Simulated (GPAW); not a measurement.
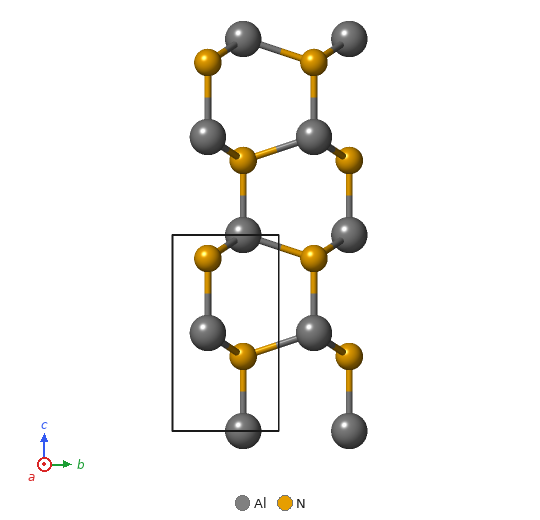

The picture looks along a close-packed row of the hexagonal mesh; c points upwards. Every atom sits on one of the three columns of the mesh; call them A, B, C in the order in which they first turn up. The sequence starts with the first layer at or above the cell's origin.

System AlN; source of the atomic positions: an entry of the Crystallography Open Database, as set up for an electronic-structure calculation.

> List the layers of one repeat.

Al(A) – N(A) – Al(B) – N(B) (four layers in 4.98 Å).

> How are the N layers alone stacked?

N layers alone: AB, the hexagonal close-packed type.

> Which positions between or in the N layers do the other atoms fill?

Al: two tetrahedral sites (per hexagonal cell).

> What short polytype symbol fits?

Polytype symbol 2H, the symbol of a tetrahedral polytype (number of double layers in the repeat and lattice).
